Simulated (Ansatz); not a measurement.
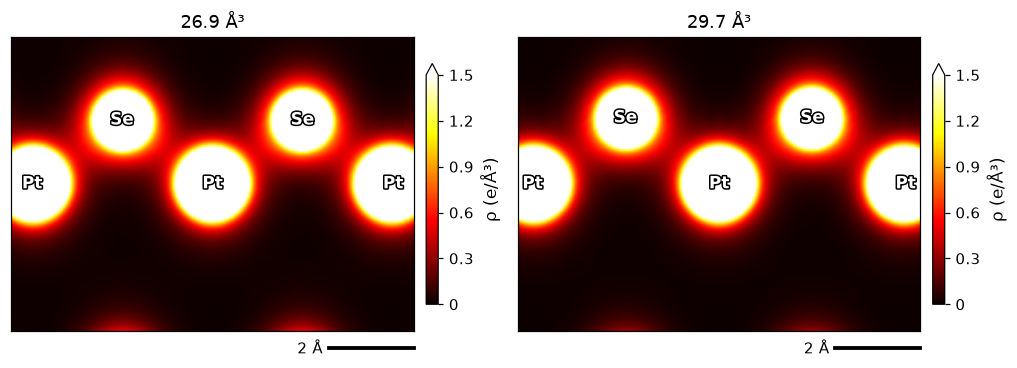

PtSe. The valence pseudo-density of cells scaled evenly to different volumes (given per atom above each panel), on the (101̄) plane of each (indices in the axes of the cell below), at one length scale and on one colour scale.

A generated structure, not necessarily the stable one; built by placing these elements on a known structure type.

Computed with Kohn-Sham DFT of a periodic cell, PBE, Ansatz PAW in Ansatz 0.2.0.

Core electrons are frozen (PAW), and the valence fields are smoothed inside the atomic spheres.

The largest cell:

```
Pt Se
1.0
     0.00000    3.09702    3.09702
     3.09702    0.00000    3.09702
     3.09702    3.09702    0.00000
Pt Se
1 1
Direct
  0.00000 0.00000 0.00000
  0.25000 0.25000 0.25000
```

| volume (Å³/atom) | Pt–Se contact in the plane (Å) | ρ at its midpoint (e/Å³) | pressure (GPa) | 
| --- | --- | --- | --- |
| 26.90 | 2.595 | 0.481 | −9.7 | 
| 28.02 | 2.631 | ? | ? | 
| 29.71 | 2.682 | 0.414 | −12.5 | 

Q: What values belong in the row with question marks?

A: Over the known rows ln ρ falls by 1.72 per Å of Pt–Se distance (the line through the two), which gives 0.452 e/Å³ at 2.631 Å; the calculation gives 0.452 e/Å³. For the pressure, a straight line in volume between the neighbouring rows gives −10.8 GPa; the calculation gives −11.1.
